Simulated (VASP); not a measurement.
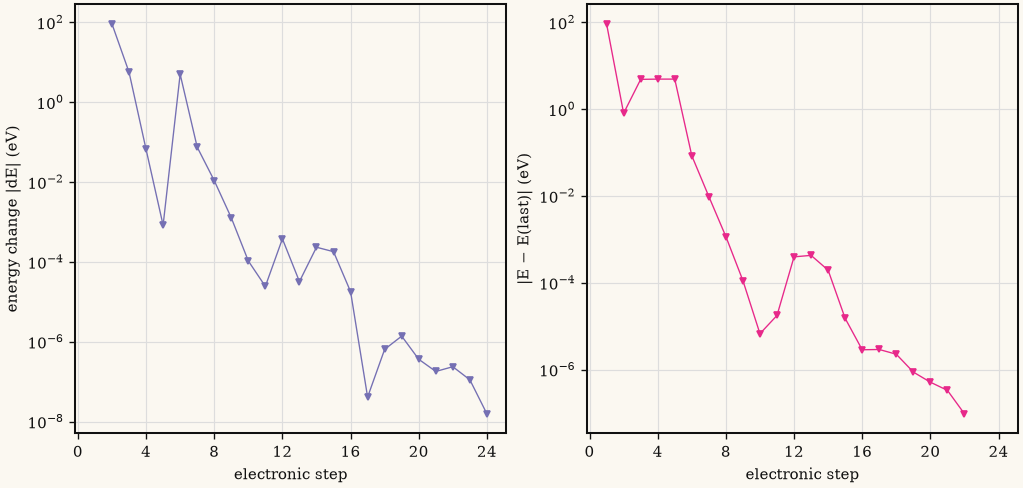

The plot shows the electronic steps of a calculation: energy change |dE|, distance of the free energy from its last value. Energy differences below 3 × 10⁻⁸ eV aren't drawn.

System: GaN (I-4m2, 2 atoms in the cell).
Method: DFT, r2SCAN, plane waves, PAW in VASP; cutoff 520 eV, 10×10×10 k-mesh, Gaussian smearing of 0.01 eV.

### How did this run end?

The run converged; it took 24 steps. The energy change falls unevenly and jumps up by a factor of two or more 5 times on the way down, most sharply at step 6 (by about 4 orders of magnitude). The jump at step 6 comes where the charge density, held fixed for the first 5 steps, starts to be updated.
